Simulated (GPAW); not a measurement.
MgO (Fm-3m): refractive index against wavelength

The refractive index of MgO (Fm-3m) below the direct gap (4.65 eV on the mesh) is read from one computed spectrum, n = √(Re ε).

Cell: a, b, c = 2.982, 2.982, 2.982 Å (primitive vectors), 2 atoms.

Method: GPAW 26.7.0, LDA, RPA, k-mesh 14×14×14, local fields up to 50 eV, Lorentzian half width 0.15 eV.

Launch of the response step: `OMP_NUM_THREADS=1 python df.py`. The run took 22 s, its band step included, on 1 thread of Arm Neoverse V1 (shared host).

```tsv
wavelength (nm)	photon energy E (eV)	n
1064	1.165	1.7728
850	1.459	1.7778
700	1.771	1.7846
633	1.959	1.7894
532	2.331	1.8009
450	2.755	1.8176
405	3.061	?
```

In the single-oscillator model n² − 1 = E₀E_d/(E₀² − E²), so 1/(n² − 1) = E₀/E_d − E²/(E₀E_d) is linear in E².

Working, on the rows shown:

| x = E² (eV²) | y = 1/(n² − 1) |
| --- | --- |
| 1.35784 | 0.466675 |
| 2.12762 | 0.46284 |
| 3.13716 | 0.457708 |
| 3.83641 | 0.454142 |
| 5.43137 | 0.445784 |
| 7.59115 | 0.43409 |

Means: x̄ = 3.9136, ȳ = 0.45354. Σ(x − x̄)(y − ȳ) = -0.1368, Σ(x − x̄)² = 26.16. Slope = -0.1368 / 26.16 = -0.005228; intercept = ȳ − slope · x̄ = 0.474. Turned back into n, the line misses the rows shown by at most 0.00032.

Task: Predict the last column of the withheld row from the fit.

Result: At x = 9.3718 the line gives y = 0.425, that is 1.8311. The run gave 1.8327, so the extrapolation is off by 0.0016, 3 % of the range in the table.

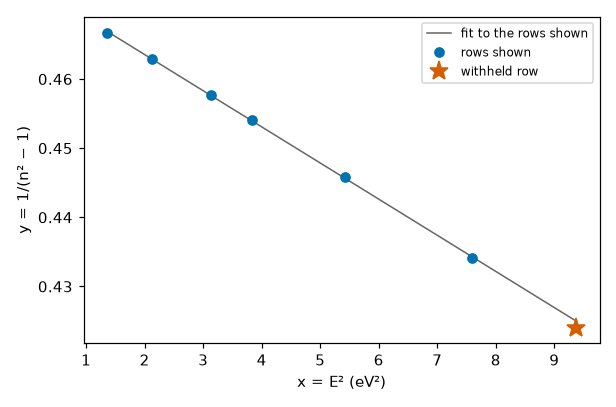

Refitted with all rows, the slope is -0.005324 and the intercept 0.4743. These give E₀ = √(intercept/−slope) = 9.44 eV and E_d = E₀/intercept = 19.9 eV; E₀ is 2.0 times the direct gap. The electronic limit at long wavelengths, without lattice vibrations, is n = √(1 + 1/intercept) = 1.763. The cell comes from an older database entry, whose edges can be off by a per cent or so. Excitons are left out; LDA gaps are as a rule too small. The values come from a sum over the points of one k-mesh and carry its error, which grows as the direct gap shrinks. This version of GPAW has incomplete matrix elements in the optical limit, which can lower ε − 1 by up to a tenth where first-row anions or d states rule. The local-field cutoff holds few shells of reciprocal vectors for this small cell, so ε∞ can read a few per cent high.

[Logs are printed without paths, hosts, clocks, repeated set-up lines and the standing remarks that a program may print on its own settings, such as how far it seeks lower states.]
